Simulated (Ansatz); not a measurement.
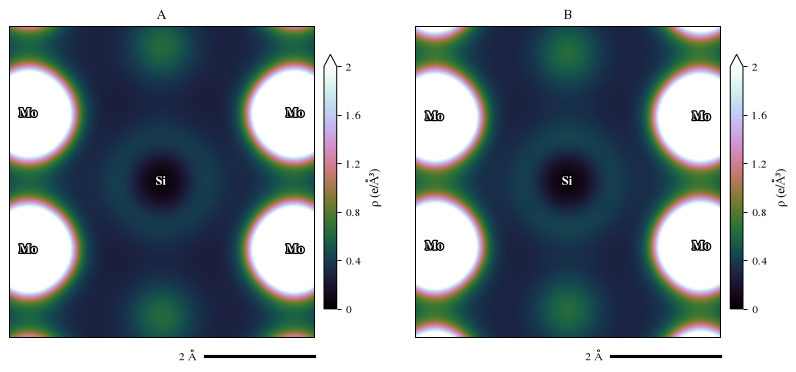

SiMo$_{3}$. The valence pseudo-density of two cells that differ in size and shape, on the (010) plane of each (indices in the axes of the calculation cell), at one length scale and on one colour scale; one has 14.2 and the other 14.9 Å³ an atom.

Method: DFT, PBE, plane-wave PAW, default files, scalar-relativistic, frozen cores (Ansatz).

**Which is the denser cell? Describe the effect of the change.**

Panel B is the smaller cell, by 5 % in volume. From the larger cell to the smaller, Si–Mo goes from 2.75 to 2.72 Å; Mo–Mo goes from 2.50 to 2.37 Å, and the density at its midpoint from 0.58 to 0.72 e/Å³; the pressure goes from −2.7 to 11 GPa.
